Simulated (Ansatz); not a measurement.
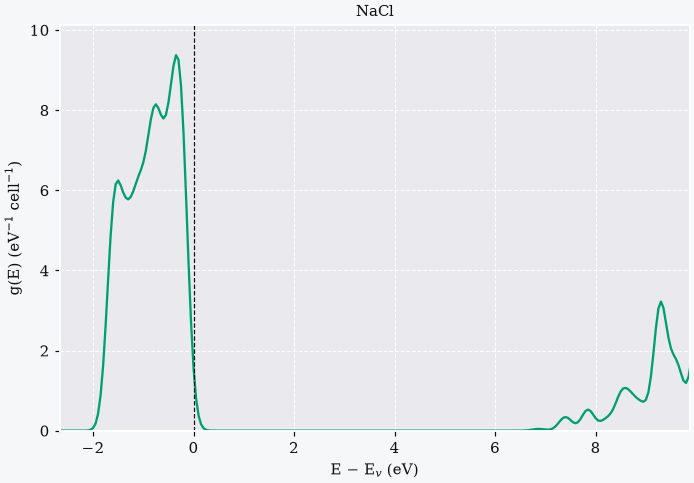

Density of states. Energies are counted from the top of the valence band. The curve is built from the levels of the k mesh with Gaussians 0.3 eV wide, which also blur the band edges.

This input was run:

```
crystal:
  lattice:
    - [4.7210556121, 0.0, 0.0]
    - [-2.360527806, 4.0885540927, 0.0]
    - [0.0, 0.0, 5.5697677277]
  atoms:
    - { symbol: Na, position: [0.3333333333, 0.6666666667, 0.25] }
    - { symbol: Na, position: [0.6666666667, 0.3333333333, 0.75] }
    - { symbol: Cl, position: [0.6666666667, 0.3333333333, 0.25] }
    - { symbol: Cl, position: [0.3333333333, 0.6666666667, 0.75] }
kpoints:
  mp_grid: { grid: [6, 6, 4] }
  band_path:
    path:
      - [0.0, 0.0, 0.0]
      - [0.5, 0.0, 0.0]
      - [0.3333333333, 0.3333333333, 0.0]
      - [0.0, 0.0, 0.5]
      - [0.5, 0.0, 0.5]
      - [0.3333333333, 0.3333333333, 0.5]
    npoints: 1
hamiltonian:
  xc: pbe0
scf:
  occupations: { method: fixed }
  n_extra_bands: 5
output:
  forces: true
  stress: true
  eigenvalues: true
```

> Metal or insulator, going by the density of states?

There is a gap; over the k points computed it is 6.87 eV (direct among those points).

> Where is the tallest peak of the filled states in the window?

Within the window shown, the tallest peak of the filled states lies 0.3 eV under the valence-band top, at about 9.4 states per eV and cell.

> How wide is the upper valence band?

The upper group of valence states starts about 1.7 eV under the valence-band top, with a gap beneath it; it holds about 12 electrons a cell.
